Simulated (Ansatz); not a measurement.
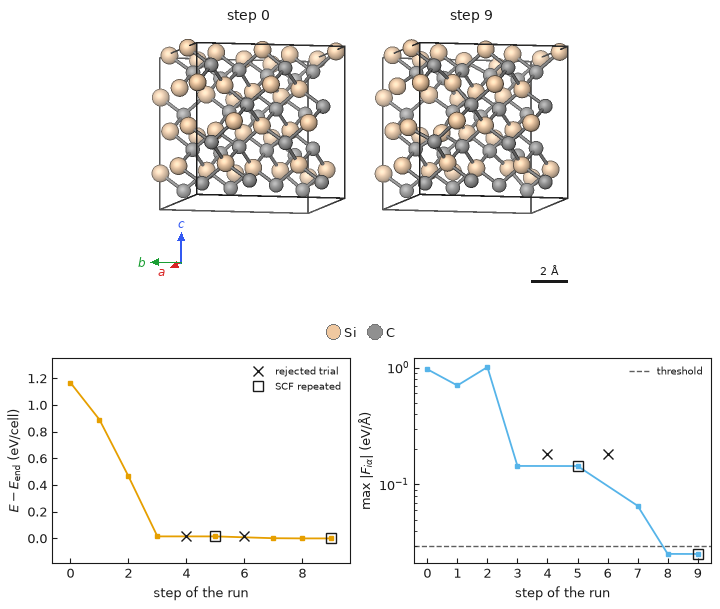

First and last geometry of a relaxation of a defect cell of composition Si16C15 (cell charge +4), with the history of the run. The picture is a ball-and-stick view of the larger cell on standard axes (2 times the calculation's cell) (origin shifted), seen from a free direction.

Method: DFT PBEsol, scalar-relativistic, plane waves, PAW in Ansatz 0.2.0. Set-up: plane-wave cutoff 420 eV; k-point mesh 2 × 2 × 2; occupations gaussian; smearing width 0.02 eV; mesh shifted by (0.5, 0.5, 0.5); collinear spin; atoms relaxed in a fixed cell; force threshold 0.03 eV/Å; at most 40 steps.

Q: Did the run converge, and what did it change?

A: It converged. Over 5 accepted moves (9 points after the start) the energy falls by 1.168 eV per cell of the calculation. The largest force component goes from 0.97 to 0.025 eV/Å. The line search rejected the trial steps at points 4, 6 of the run. 2 steps only repeated the SCF at the same geometry. The atom that moves furthest is a Si atom (0.37 Å along [−2 −2 1]). By element the largest moves are Si 0.37 Å, C 0.09 Å. The cell stays as it was. Among the contacts that change: Si–Si 2.993 → 3.693 Å, Si–Si 3.025 → 3.693 Å, C–Si 1.919 → 1.810 Å, C–Si 1.896 → 1.810 Å. Among the angles between lasting bonds that change: Si–C–Si 108.7° → 98.0°, Si–C–Si 108.5° → 98.0°, Si–C–Si 107.4° → 98.0°. The program noted that the starting moments weren't kept. Cost: 62 s on 8 threads of Arm Neoverse V2, on a shared host, peak memory 1.4 GiB.

Limits of the set-up: the periodic images lie only 7.5 Å apart, so the values are limited by the cell's size; the cell is charged, on a uniform background, and energies carry no finite-size correction.
